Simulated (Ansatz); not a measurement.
```
Mg O
1.0
     2.10217   -2.10217    0.00000
     2.10217    2.10217    0.00000
     0.00000    0.00000    4.12025
Mg O
2 2
Direct
  0.00000 0.00000 0.00000
  0.50000 0.50000 0.50000
  0.50000 0.50000 0.00000
  0.00000 0.00000 0.50000
```

Space group I4/mmm; started from the rocksalt prototype, which need not be the ambient phase; changed on purpose from its base cell (uniaxial z strain -2.0%); computed pressure about 3 GPa in this cell.

Theory: Ansatz, DFT, HSE06, plane waves, PAW.

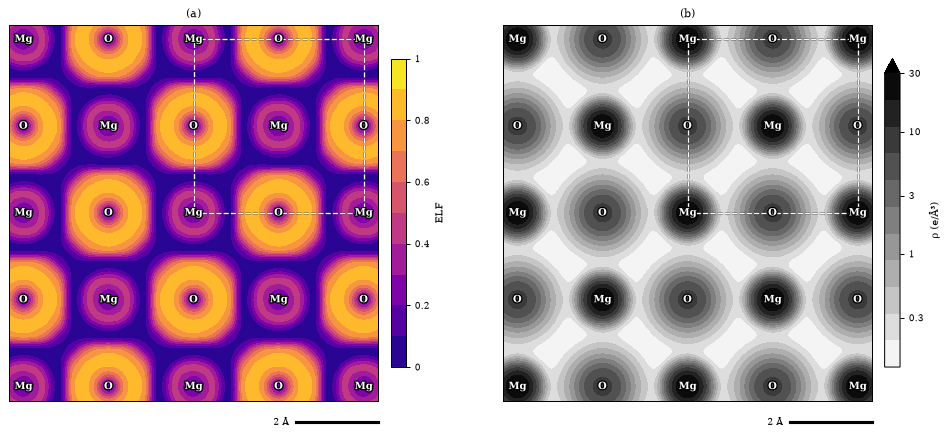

MgO. (a) electron localisation function; (b) valence charge density (pseudo) on the (11̄0) plane of the conventional cell.

The density is the valence pseudo-density of a PAW calculation; it isn't the true density close to the nuclei.

**What do the fields say about this system?**

- The section cuts through Mg and O sites.
- Mg–O (2.06 Å): the density is about 0.37 e/Å³ at the midpoint; the ELF peaks at about 0.85 in the valence shell of O, 0.6 Å from its nucleus, and is about 0.35 at the midpoint; a largely ionic contact.
- Mg–O (2.10 Å): the density is about 0.34 e/Å³ at the midpoint; the ELF peaks at about 0.85 in the valence shell of O, 0.6 Å from its nucleus, and is about 0.35 at the midpoint (an ionic contact with no shared pair).
- Between the atoms the lowest density in this plane is 0.12 e/Å³.
